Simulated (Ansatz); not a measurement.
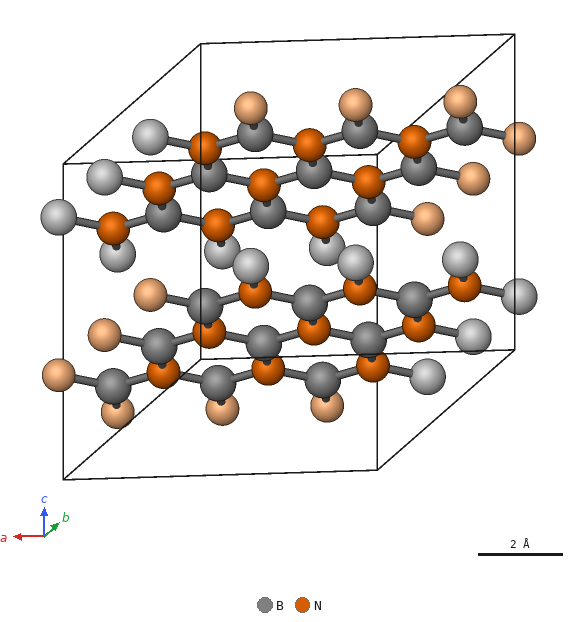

Figure 1. The input geometry (ball-and-stick view of the cell of the calculation, seen at an oblique angle; neighbours outside the cell are drawn fainter). An atom can appear more than once, as a periodic image. Near neighbours in the periodic cell (some may lie outside the picture): B has 3 N at 1.45 Å; N has 3 B at 1.45 Å.

## BN: single-point calculation

The run: single-point calculation of BN (P6₃/mmc, 36 atoms in the cell). Method and program: DFT PBE, scalar-relativistic, plane waves, PAW, no spin polarisation (Ansatz 0.2.0).

The structure derives from a Materials Project entry. It belongs to a series of runs on one base structure; here: the perfect crystal in a cell of 36 atoms.

What the program printed
```
Engine: ansatz 0.2.0, aarch64-unknown-linux-gnu
Pseudopotentials: kind: paw
Pseudopotential: B, paw, valence charge 3, recommended cutoff 420 eV (normal), B.paw.azcp
Pseudopotential: N, paw, valence charge 5, recommended cutoff 420 eV (normal), N.paw.azcp
Functional definition: PBE
  parameter kappa = 0.804
  parameter beta = 0.06672455060314922
  exchange = pbe_x(kappa = kappa, mu = beta*pi^2/3)
  correlation = pbe_c(beta = beta)
Crystal: 36 atoms, lattice volume = 410.398 Å³
Basis set: ecut = 420 eV, 8031 PW (Γ), exchange–correlation on 108×108×120 points (8 copies of the dense FFT grid, shifted against one another)
Bands: 108, of which v1, the nominal top of the filled ones, is band 72 counted from 1 (71 counted from 0)
Symmetry: 216 space group operations
Space group: P63/mmc (ITA 194), of the structure as read, at distance tolerance 7.4e-5 Å
k-points: 4 of 8
Non-local potential: B, projectors of the file, l = 0: 2, l = 1: 2, l = 2: 1
Non-local potential: N, projectors of the file, l = 0: 2, l = 1: 2, l = 2: 1
PAW form: soft (Blöchl's): semilocal exchange-correlation on the pseudo side does not see the compensation charge
PAW one-centre angular grid: B, 110 points (default); XC on 64 Gauss nodes
PAW one-centre angular grid: N, 110 points (default); XC on 64 Gauss nodes
Initial density: superposition of atomic densities (neutral atoms: chi_scale 0, normalization atom), corrected by the library's trained network
Initial wavefunctions: pseudopotential atomic-orbital guess
Functional: x = pbe(κ = 0.804, μ = 0.2195149727645171), c = pbe(β = 0.06672455060314922)
SCF iter   1: F=—  HF=-9763.728818 eV  |F-HF|=—  |Δ(HF+E_count)|=         —  Δρ=3.81e-3  dr2=1.95e-2  ethr=1.77e-3  ⟨swp⟩=6.5  Hψ=2034  notcnv=0  defer=48
preconditioner: auto → Resta (q_TF=auto, 2.291 Å⁻¹)  ε∞=3.1  [insulator: Δε(μ)=4.362 eV  Ē_g=15.293 eV  σ=0.010 eV  W_gap=1.00  n_scr=84 (ndim 8)  ℏωp=22.0 eV  f_vac=0.234  D(μ)=0.00/eV (n_scr^D=0)  ε∞_Penn≈3.1]
SCF iter   2: F=—  HF=-9763.741102 eV  |F-HF|=—  |Δ(HF+E_count)|=   1.23e-2  Δρ=1.78e-3  dr2=3.38e-3  ethr=1.36e-5  ⟨swp⟩=3.0  Hψ=828  notcnv=0  defer=116
SCF iter   3: F=—  HF=-9763.745531 eV  |F-HF|=—  |Δ(HF+E_count)|=   4.43e-3  Δρ=4.66e-4  dr2=2.52e-4  ethr=2.34e-6  ⟨swp⟩=2.5  Hψ=554  notcnv=0  defer=116
SCF iter   4: F=—  HF=-9763.746055 eV  |F-HF|=—  |Δ(HF+E_count)|=   5.23e-4  Δρ=4.59e-5  dr2=7.22e-6  ethr=1.75e-7  ⟨swp⟩=2.0  Hψ=628  notcnv=0  defer=116
SCF iter   5: F=—  HF=-9763.746114 eV  |F-HF|=—  |Δ(HF+E_count)|=   5.92e-5  Δρ=1.76e-5  dr2=9.61e-7  ethr=5.01e-9  ⟨swp⟩=2.0  Hψ=615  notcnv=0  defer=116
SCF iter   6: F=—  HF=-9763.746114 eV  |F-HF|=—  |Δ(HF+E_count)|=   1.71e-8  Δρ=4.97e-6  dr2=1.16e-7  ethr=6.68e-10  ⟨swp⟩=3.0  Hψ=719  notcnv=0  defer=116
SCF iter   7: F=-9763.746114 eV  HF=-9763.746114 eV  |F-HF|=2.07e-9  |Δ(HF+E_count)|=   1.67e-8  Δρ=5.94e-7  dr2=6.81e-10  ethr=6.94e-11  ⟨swp⟩=22.0  Hψ=3618  notcnv=0
SCF 1 converged in 7 iterations: F = -9763.746114 eV  dr2 = 6.81e-10
  greatest PAW one-centre occupation: 0.796 electrons in one spin orbital (limit 2), on the N atom at site 35 (counted from 0), in its partial waves of l = 0
SCF converged after 7 iterations
Free energy (F): -9763.746114 eV
Harris-Foulkes:  -9763.746114 eV  (|F-HF|=2.07e-9)
Internal energy: -9763.746114 eV  (E = F + TS)
E sigma→0 (E₀):  -9763.746114 eV
Fermi energy:    4.756054 eV
--- Per-component energies (eV) ---
  E_band       = -655.638131
  E_kinetic    = 3289.682438
  E_local      = -8613.585191  (includes V_loc(G=0)·N_el)
  E_nonlocal   = 1038.657005
  E_hartree    = 3046.768797
  E_xc         = -1656.051705
  E_vxc        = -2054.001162  (∫ρ·V_xc dr)
  E_paw        = -3721.622697  (= ΣΔE_a)
  E_vpaw       = -409.931440  (= ΣTr[D̂ρ^β])
  E_aug_tail   = 0.001747  (compensation charges beyond the density's cutoff)
  E_ewald      = -3147.596508
  E_smearing   = -0.000000  (= −TS)
  E_closure    = 0.000000  (closes the sum)
  Σ components = -9763.746114   (vs F -9763.746114, Δ=0.00e0)
--- Forces (eV/Å), atoms counted from 1 ---
  atom   1  B      0.00000000     0.00000000     0.00000000
  atom   2  B      0.00000000     0.00000000     0.00000000
  atom   3  B      0.00000000     0.00000000     0.00000000
  atom   4  B      0.00000000     0.00000000     0.00000000
  atom   5  B      0.00000000     0.00000000     0.00000000
  atom   6  B     -0.00000000     0.00000000     0.00000000
  atom   7  B      0.00000000     0.00000000     0.00000000
  atom   8  B      0.00000000     0.00000000     0.00000000
  atom   9  B     -0.00000000     0.00000000     0.00000000
  atom  10  B     -0.00000000     0.00000000     0.00000000
  atom  11  B     -0.00000000    -0.00000000     0.00000000
  atom  12  B      0.00000000    -0.00000000     0.00000000
  atom  13  B     -0.00000000    -0.00000000     0.00000000
  atom  14  B      0.00000000    -0.00000000     0.00000000
  atom  15  B     -0.00000000    -0.00000000     0.00000000
  atom  16  B     -0.00000000    -0.00000000     0.00000000
  atom  17  B     -0.00000000    -0.00000000     0.00000000
  atom  18  B     -0.00000000    -0.00000000     0.00000000
  atom  19  N     -0.00000000     0.00000000     0.00000000
  atom  20  N     -0.00000000     0.00000000     0.00000000
  atom  21  N     -0.00000000    -0.00000000     0.00000000
  atom  22  N     -0.00000000     0.00000000     0.00000000
  atom  23  N     -0.00000000     0.00000000     0.00000000
  atom  24  N     -0.00000000    -0.00000000     0.00000000
  atom  25  N     -0.00000000     0.00000000     0.00000000
  atom  26  N     -0.00000000     0.00000000     0.00000000
  atom  27  N     -0.00000000    -0.00000000     0.00000000
  atom  28  N      0.00000000    -0.00000000     0.00000000
  atom  29  N      0.00000000     0.00000000     0.00000000
  atom  30  N      0.00000000    -0.00000000     0.00000000
  atom  31  N      0.00000000    -0.00000000     0.00000000
  atom  32  N      0.00000000     0.00000000     0.00000000
  atom  33  N      0.00000000    -0.00000000     0.00000000
  atom  34  N      0.00000000    -0.00000000     0.00000000
  atom  35  N      0.00000000    -0.00000000     0.00000000
  atom  36  N      0.00000000    -0.00000000     0.00000000
  max |Σ_I F_I| component: 4.42e-17 eV/Å
--- Stress (GPa, compression-positive) ---
       -0.038500      -0.000000       0.000000
       -0.000000      -0.038500      -0.000000
        0.000000      -0.000000       0.034882
  P = ⅓ Tr σ = -0.0140 GPa (-0.140 kbar)
--- Band table (eV) ---
  k-point 0: bands = ["-15.0712", "-15.0305", "-13.1386", "-13.1386", "-13.1386", "-13.1386", "-13.1386", "-13.1386", "-13.1113", "-13.1113", "-13.1113", "-13.1113", "-13.1113", "-13.1113", "-11.4237", "-11.4237", "-11.4237", "-11.4237", "-5.3086", "-5.3086", "-5.2875", "-5.2875", "-4.5940", "-4.5940", "-4.5940", "-4.5940", "-4.2994", "-4.2994", "-4.2994", "-4.2994", "-4.2994", "-4.2994", "-4.2929", "-4.2929", "-4.2929", "-4.2929", "-4.2929", "-4.2929", "-2.9331", "-2.3302", "-1.0181", "-1.0181", "-1.0181", "-1.0181", "-1.0181", "-1.0181", "-1.0130", "-1.0130", "-1.0130", "-1.0130", "-1.0130", "-1.0130", "-0.2334", "-0.2334", "-0.2334", "-0.2334", "-0.2334", "-0.2334", "0.2265", "0.2265", "0.2265", "0.2265", "0.2265", "0.2265", "1.2086", "1.2086", "1.2102", "1.2102", "2.5532", "2.5532", "2.5532", "2.5532", "6.9555", "7.2317", "7.2317", "7.2317", "7.2317", "9.4532", "9.4532", "9.4532", "9.4532", "9.4532", "9.4532", "9.8673", "9.8673", "9.8673", "9.8673", "9.8673", "9.8673", "10.1602", "10.1602", "10.1602", "10.1602", "10.1602", "10.1602", "10.3213", "12.6165", "12.6165", "12.6165", "12.6165", "12.6165", "12.6165", "12.6212", "13.4056", "13.4056", "13.4056", "13.4056", "13.4056"]
  k-point 1: bands = ["-15.0510", "-15.0510", "-13.1250", "-13.1250", "-13.1250", "-13.1250", "-13.1250", "-13.1250", "-13.1250", "-13.1250", "-13.1250", "-13.1250", "-13.1250", "-13.1250", "-11.4237", "-11.4237", "-11.4237", "-11.4237", "-5.2980", "-5.2980", "-5.2980", "-5.2980", "-4.5942", "-4.5942", "-4.5942", "-4.5942", "-4.2963", "-4.2963", "-4.2963", "-4.2963", "-4.2963", "-4.2963", "-4.2963", "-4.2963", "-4.2963", "-4.2963", "-4.2963", "-4.2963", "-2.6482", "-2.6482", "-1.0155", "-1.0155", "-1.0155", "-1.0155", "-1.0155", "-1.0155", "-1.0155", "-1.0155", "-1.0155", "-1.0155", "-1.0155", "-1.0155", "-0.0121", "-0.0121", "-0.0121", "-0.0121", "-0.0121", "-0.0121", "-0.0121", "-0.0121", "-0.0121", "-0.0121", "-0.0121", "-0.0121", "1.2089", "1.2089", "1.2089", "1.2089", "2.5566", "2.5566", "2.5566", "2.5566", "7.2152", "7.2152", "7.2152", "7.2152", "8.2432", "8.2432", "9.4911", "9.4911", "9.4911", "9.4911", "9.4911", "9.4911", "9.4911", "9.4911", "9.4911", "9.4911", "9.4911", "9.4911", "11.6351", "11.6351", "11.6351", "11.6351", "11.6351", "11.6351", "11.6351", "11.6351", "11.6351", "11.6351", "11.6351", "11.6351", "13.5561", "13.5561", "13.5561", "13.5561", "13.5561", "13.5561"]
  k-point 2: bands = ["-14.5469", "-14.5469", "-14.5093", "-14.5093", "-13.5672", "-13.5672", "-13.5363", "-13.5363", "-12.0947", "-12.0947", "-12.0947", "-12.0947", "-12.0788", "-12.0788", "-12.0788", "-12.0788", "-12.0003", "-11.9920", "-6.2967", "-6.2876", "-5.4764", "-5.4764", "-5.4764", "-5.4764", "-5.4669", "-5.4669", "-5.4669", "-5.4669", "-2.9514", "-2.9514", "-2.9451", "-2.9451", "-2.7378", "-2.7378", "-2.7378", "-2.7378", "-2.7311", "-2.7311", "-2.7311", "-2.7311", "-2.2147", "-2.2147", "-1.6418", "-1.6418", "-1.5678", "-1.5621", "-1.3548", "-1.3548", "-1.3482", "-1.3482", "-0.8505", "-0.8505", "-0.7556", "-0.7556", "-0.7496", "-0.7496", "-0.3469", "-0.3469", "0.3282", "0.3282", "0.3320", "0.3320", "1.3441", "1.3441", "1.3441", "1.3441", "1.5405", "1.6538", "1.6538", "1.6538", "1.6538", "1.7760", "7.1396", "7.5745", "7.8530", "7.8530", "7.9230", "7.9230", "7.9230", "7.9230", "8.1285", "8.1285", "8.1285", "8.1285", "9.5283", "9.5283", "10.2904", "10.2904", "10.6503", "10.6503", "11.0355", "11.0355", "11.9888", "12.4271", "12.5340", "12.5340", "12.5340", "12.5340", "13.0008", "13.0008", "13.4117", "13.4117", "13.7872", "13.7872", "14.4274", "14.4274", "14.5188", "14.5188"]
  k-point 3: bands = ["-14.5282", "-14.5282", "-14.5282", "-14.5282", "-13.5519", "-13.5519", "-13.5519", "-13.5519", "-12.0867", "-12.0867", "-12.0867", "-12.0867", "-12.0867", "-12.0867", "-12.0867", "-12.0867", "-11.9962", "-11.9962", "-6.2923", "-6.2923", "-5.4717", "-5.4717", "-5.4717", "-5.4717", "-5.4717", "-5.4717", "-5.4717", "-5.4717", "-2.9488", "-2.9488", "-2.9488", "-2.9488", "-2.7344", "-2.7344", "-2.7344", "-2.7344", "-2.7344", "-2.7344", "-2.7344", "-2.7344", "-1.9445", "-1.9445", "-1.9445", "-1.9445", "-1.5653", "-1.5653", "-1.3518", "-1.3518", "-1.3518", "-1.3518", "-0.7506", "-0.7506", "-0.7506", "-0.7506", "-0.6087", "-0.6087", "-0.6087", "-0.6087", "0.3302", "0.3302", "0.3302", "0.3302", "1.4966", "1.4966", "1.4966", "1.4966", "1.4966", "1.4966", "1.4966", "1.4966", "1.6579", "1.6579", "7.3291", "7.3291", "8.0015", "8.0015", "8.0015", "8.0015", "8.0015", "8.0015", "8.0015", "8.0015", "9.0256", "9.0256", "9.0256", "9.0256", "10.0166", "10.0166", "10.0166", "10.0166", "11.8990", "11.8990", "11.8990", "11.8990", "12.2563", "12.2563", "13.2999", "13.2999", "13.2999", "13.2999", "13.5227", "13.5227", "13.5227", "13.5227", "13.5227", "13.5227", "13.5227", "13.5227"]
```

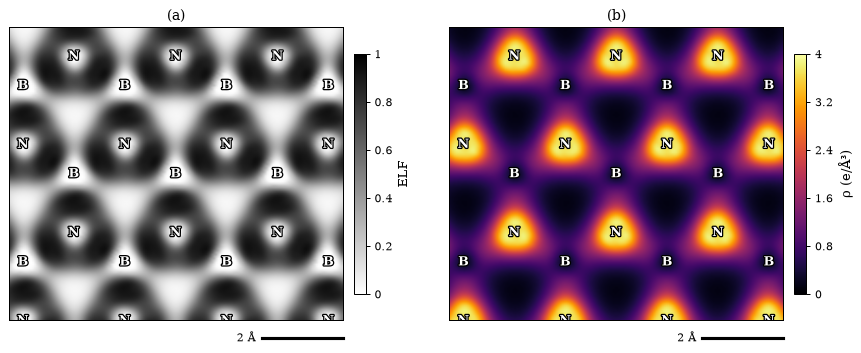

Figure 2. (a) ELF; (b) valence charge density (pseudo) on the (001) plane of the calculation cell. Atoms in the plane: B and N. B–N (1.45 Å): ρ is about 1.8 e/Å³ halfway; the ELF peaks at about 0.95 between the atoms, which marks a polar covalent bond. Away from the nuclei the density in this plane falls to 0.14 e/Å³ at its lowest. The fields are those of the smooth PAW valence density.

The run was set up as follows.

The input
```yaml
crystal:
  lattice:
    - [3.7682717313, -6.5268380953, 0.0]
    - [-7.5365434625, 0.0, 0.0]
    - [0.0, 0.0, -8.3431560662]
  atoms:
    - { symbol: B, position: [0.4444444444, 0.5555555556, 0.75] }
    - { symbol: B, position: [0.1111111111, 0.5555555556, 0.75] }
    - { symbol: B, position: [0.7777777778, 0.5555555556, 0.75] }
    - { symbol: B, position: [0.4444444444, 0.2222222222, 0.75] }
    - { symbol: B, position: [0.1111111111, 0.2222222222, 0.75] }
    - { symbol: B, position: [0.7777777778, 0.2222222222, 0.75] }
    - { symbol: B, position: [0.4444444444, 0.8888888889, 0.75] }
    - { symbol: B, position: [0.1111111111, 0.8888888889, 0.75] }
    - { symbol: B, position: [0.7777777778, 0.8888888889, 0.75] }
    - { symbol: B, position: [0.5555555556, 0.4444444444, 0.25] }
    - { symbol: B, position: [0.2222222222, 0.4444444444, 0.25] }
    - { symbol: B, position: [0.8888888889, 0.4444444444, 0.25] }
    - { symbol: B, position: [0.5555555556, 0.1111111111, 0.25] }
    - { symbol: B, position: [0.2222222222, 0.1111111111, 0.25] }
    - { symbol: B, position: [0.8888888889, 0.1111111111, 0.25] }
    - { symbol: B, position: [0.5555555556, 0.7777777778, 0.25] }
    - { symbol: B, position: [0.2222222222, 0.7777777778, 0.25] }
    - { symbol: B, position: [0.8888888889, 0.7777777778, 0.25] }
    - { symbol: "N", position: [0.4444444444, 0.5555555556, 0.25] }
    - { symbol: "N", position: [0.1111111111, 0.5555555556, 0.25] }
    - { symbol: "N", position: [0.7777777778, 0.5555555556, 0.25] }
    - { symbol: "N", position: [0.4444444444, 0.2222222222, 0.25] }
    - { symbol: "N", position: [0.1111111111, 0.2222222222, 0.25] }
    - { symbol: "N", position: [0.7777777778, 0.2222222222, 0.25] }
    - { symbol: "N", position: [0.4444444444, 0.8888888889, 0.25] }
    - { symbol: "N", position: [0.1111111111, 0.8888888889, 0.25] }
    - { symbol: "N", position: [0.7777777778, 0.8888888889, 0.25] }
    - { symbol: "N", position: [0.5555555556, 0.4444444444, 0.75] }
    - { symbol: "N", position: [0.2222222222, 0.4444444444, 0.75] }
    - { symbol: "N", position: [0.8888888889, 0.4444444444, 0.75] }
    - { symbol: "N", position: [0.5555555556, 0.1111111111, 0.75] }
    - { symbol: "N", position: [0.2222222222, 0.1111111111, 0.75] }
    - { symbol: "N", position: [0.8888888889, 0.1111111111, 0.75] }
    - { symbol: "N", position: [0.5555555556, 0.7777777778, 0.75] }
    - { symbol: "N", position: [0.2222222222, 0.7777777778, 0.75] }
    - { symbol: "N", position: [0.8888888889, 0.7777777778, 0.75] }
basis:
  ecutwfc: 420
  xc_grid: 2
kpoints:
  mp_grid: { grid: [2, 2, 2], shift: [0.0, 0.0, 0.0] }
hamiltonian:
  xc: pbe
scf:
  occupations: { method: gaussian, width: 0.01 }
output:
  forces: true
  stress: true
  eigenvalues: true
  write_density: true
  write_potential: true
  elf: true
  volumetric_format: npy
```

Launch command:
```bash
ansatz run input.yaml --threads 4 --pin off --max-ram 10240MiB --backend cpu --events-out ev --progress --plain --runs-dir out
```

Summary

| quantity | value |
| --- | --- |
| outcome | converged |
| space group (tolerance 0.01 Å) | P6₃/mmc (194) |
| electrons treated | 144 |
| free energy | −9763.7461 eV |
| Fermi energy | 4.756 eV |
| gap on the k-point mesh | 4.40 eV |
| pressure | −0.01 GPa |
| largest force (length of the vector) | under 0.001 eV/Å |
| hardware | 4 threads of Arm Neoverse V2, 24 GiB of memory available, shared host |
| wall time | 3.1 s (CPU time 11 s) |
| peak memory | 1.1 GiB |
